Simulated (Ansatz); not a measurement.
Consider P (layers cut from the bulk crystal).

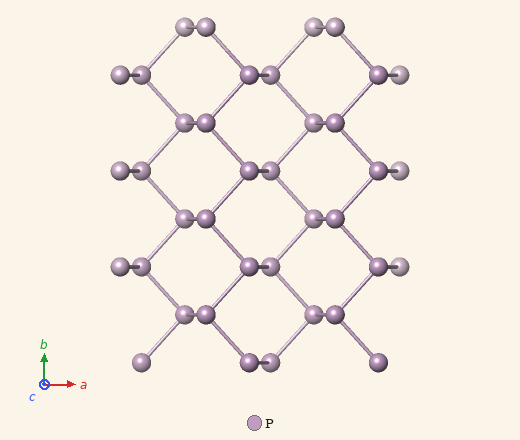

The structure (phosphorus pink). 2×3×1 cells are drawn. Some periodic images of atoms are drawn too.

The cell holds 4 atoms: 4 P. Its edges and angles: a = 4.439 Å, b = 3.297 Å, c = 27.400 Å, α = 90.0°, β = 90.0°, γ = 90.0°. It derives from P. Vacuum lies along c.

```
P
1.0
     4.43906    0.00000    0.00000
     0.00000    3.29706    0.00000
     0.00000    0.00000   27.40000
P
4
Direct
  0.41751 0.39838 0.46128
  0.08249 0.89838 0.46128
  0.91751 0.89838 0.53872
  0.58249 0.39838 0.53872
```

The structure was relaxed with PBE-D3(BJ). The runs that relaxed it are not among those shown. PAW set soft_2, made with PBE.

Gaps computed with Ansatz 0.2.0 without a self-energy: PBE 0.73 eV, r2SCAN 0.90 eV, HSE06 1.41 eV and PBE0 2.10 eV.

**Question.** What gap should G0W0 on PBE give (6×8×1 mesh, 651 empty bands, screening to 80 eV, default PAW files)?

About 1.51 eV: on its mesh the run moves the gap from 0.74 eV by +0.77 eV. Among the scalar-relativistic levels given, HSE06 is nearest (−0.10 eV). Bands and cutoff are finite, so the gap is not at the basis limit. The miss can reach some tenths of an eV and take either sign; the mesh is an error of its own. The mesh in the plane is coarse for a sheet; gap and any exciton binding can still move on denser ones.

[Paths, hosts, dates, memory and timing lines, banners, echoed tables and standing remarks are left out of the program output.]

[Logs are printed without paths, hosts, clocks, repeated set-up lines and the standing remarks that a program may print on its own settings, such as how far it seeks lower states.]

[Runs of the session that timed out or met a known fault of the program may be left out.]

[Cells called generated may have been cut or substituted from an entry of the Crystallography Open Database or the Materials Project.]

[Hosts, paths, dates, database ids (printed as entryN), source tags and the programs' standing remarks are cut or masked in the printed files.]
